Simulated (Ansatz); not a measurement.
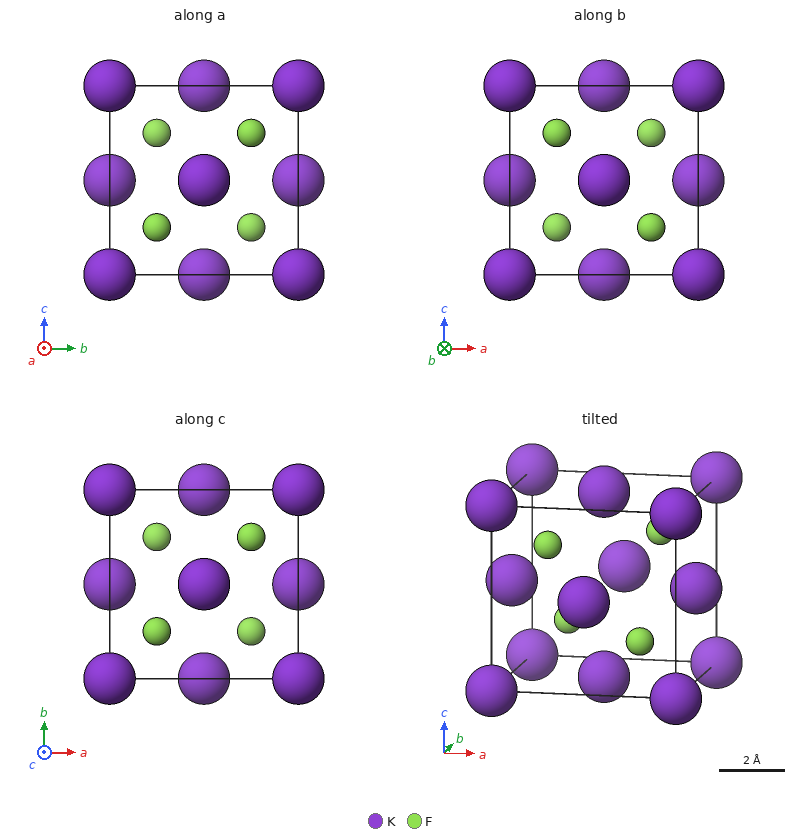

A spheres-only picture of a crystal structure, seen along the a axis, along the b axis, along the c axis and slightly off an axis. One conventional unit cell is framed, with atoms on its boundary repeated.

Lattice parameters: a = 5.871 Å, b = 5.871 Å, c = 5.871 Å, α = 90.00°, β = 90.00°, γ = 90.00°.

> Turn the picture into a table of Wyckoff sites.

Space group F-43m (No. 216).
```json
{"atom": "K", "site": "4a", "x": "0.0000", "y": "0.0000", "z": "0.0000"}
{"atom": "F", "site": "4d", "x": "0.2500", "y": "0.2500", "z": "0.7500"}
```

Provenance: a structure type filled with these elements by a generator (whether the compound takes this form wasn't checked). Earlier steps of the study may have refined or changed the cell and positions. An electronic-structure calculation with Ansatz was run on it.
